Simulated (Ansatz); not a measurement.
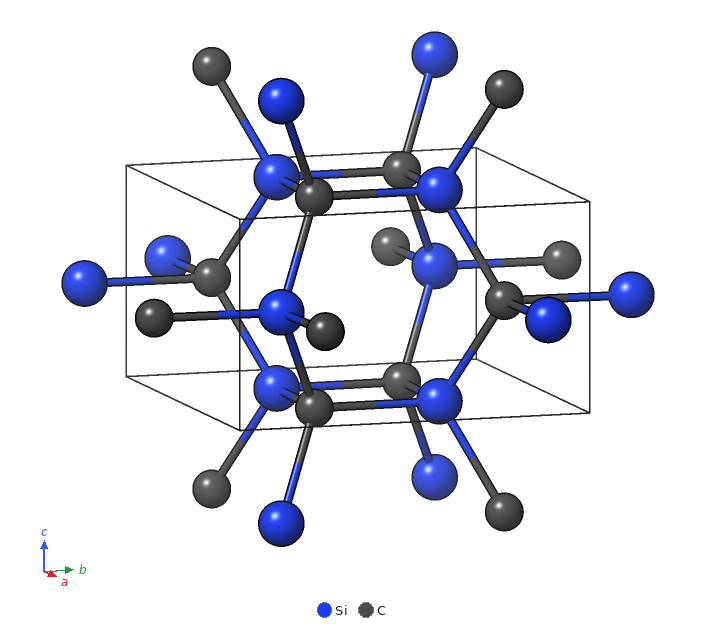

The crystal in a ball-and-stick representation, seen slightly off an axis. One conventional unit cell is framed, with atoms on its boundary repeated. Every bond is drawn to its end, so some atoms lie outside the box. Cell: a = 5.32 Å, b = 5.32 Å, c = 3.09 Å, α = 90.00°, β = 90.00°, γ = 90.00°.

The model was built from a structure type filled with these elements by a generator (whether the compound takes this form wasn't checked). Earlier steps of the study may have refined or changed the cell and positions. It went into a calculation with Ansatz.

### State composition, symmetry and coordination.

The stoichiometry is SiC. The atoms follow space group P4_2/mnm (No. 136); the Bravais lattice is primitive tetragonal. The cell comprises 4 formula units: 4 Si, 4 C. Each Si atom is coordinated by four C in a distorted tetrahedral arrangement at about 1.9 Å. Around each C lie four Si in a distorted tetrahedral arrangement at about 1.9 Å. The bonds build a three-dimensional framework.

Setup: Ansatz 0.2.0, DFT PBE, scalar-relativistic, plane waves, PAW; 420 eV cutoff, k-points on a 6×6×10 grid, Gaussian smearing of 0.02 eV, no spin polarisation.

### Metal or not?

A semiconductor at this level, with a gap of 2.10 eV, indirect.

### How are the electrons shared out in a Bader analysis?

Si +2.77 e; C -2.77 e.

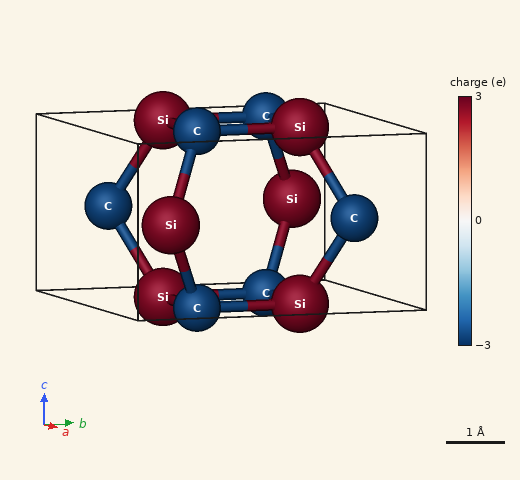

The atoms coloured by those charges. The run's cell of 8 atoms is drawn.

### Is this the optimised geometry for these settings?

Yes. All forces vanish to within 0.01 eV/Å. The pressure is 0.0 GPa, close to zero.
